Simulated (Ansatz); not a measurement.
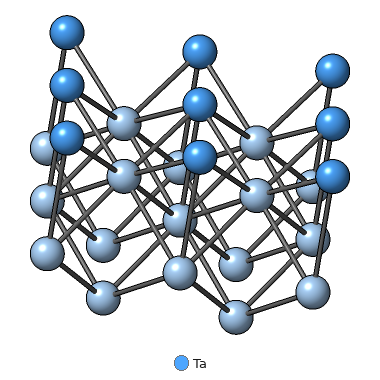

The system is N on a Ta(100) slab cut from the Im-3m phase, its upper half relaxed before the scan (16 atoms of substrate and one adsorbate in a 2 × 2 cell); the picture shows it without the atoms that are moved over the map. N is moved over the surface cell; relaxed at each place: the height of the adsorbate's atoms; substrate rigid; the origin of the map has the adsorbate above Ta13. Places are given modulo a cell vector. The map is drawn in real space over the plane of the surface. Grid: 8 × 8 points; 15 points were computed and 49 follow by symmetry. Places are given in fractions of the 1 × 1 surface cell. Energies: eV, counted from the lowest grid point. These are results of Ansatz 0.2.0, DFT PBE, scalar-relativistic, plane waves, PAW, not measurements. Settings: cutoff 420 eV, k-mesh 4×4×1, gaussian smearing 0.1 eV, no spin polarisation.

Range: position of N17 along the first surface vector from 0.000 to 0.875; position of N17 along the second surface vector from 0.000 to 0.875.

**What will the energy surface look like?**

The lowest grid point is at (3/8, 4/8) of the cell vectors [nearest 3 Ta at 2.15 Å]. The highest grid point, the top site over a surface Ta atom, (0/8, 0/8) of the cell vectors, lies 3.20 eV above the lowest. At the lowest point the adsorbate has 3 Ta at 2.15 Å as nearest neighbours, at the highest 1 Ta at 1.78 Å. Its relaxed height above the top atom is 0.61 Å at the lowest and 1.78 Å at the highest point.

```tsv
second ↓, first →	0/8	1/8	2/8	3/8	4/8	5/8	6/8	7/8
7/8	3.15	3.09	2.78	1.92	0.95	1.92	2.78	3.09
6/8	2.90	2.78	2.30	1.22	0.27	1.22	2.30	2.78
5/8	2.14	1.92	1.22	0.28	0.00	0.28	1.22	1.92
4/8	1.26	0.95	0.27	0.00	0.06	0.00	0.27	0.95
3/8	2.14	1.92	1.22	0.28	0.00	0.28	1.22	1.92
2/8	2.90	2.78	2.30	1.22	0.27	1.22	2.30	2.78
1/8	3.15	3.09	2.78	1.92	0.95	1.92	2.78	3.09
0/8	3.20	3.15	2.90	2.14	1.26	2.14	2.90	3.15
```

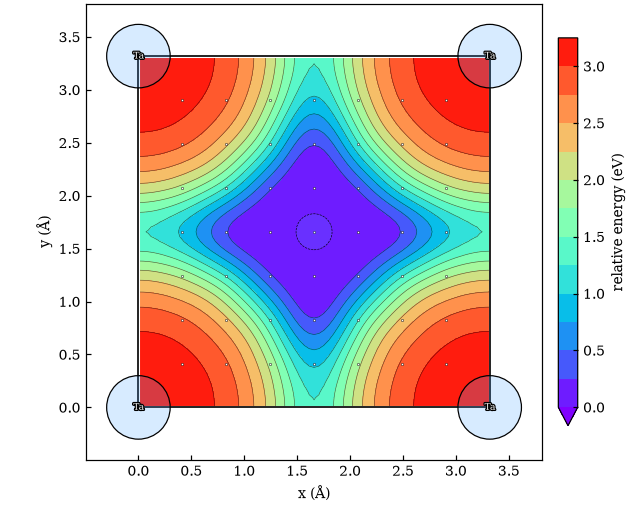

Drawn: filled contours, dots at the grid points, labelled circles for the atoms of the top layer and small ones for the second layer, the outline of one cell of the plane. Between grid points the surface is interpolated.

Time for the 15 points that were run: 15 min on 4 threads of Intel(R) Xeon(R) 6975P-C (Granite Rapids) (shared host).

PAW datasets: the set soft_1.
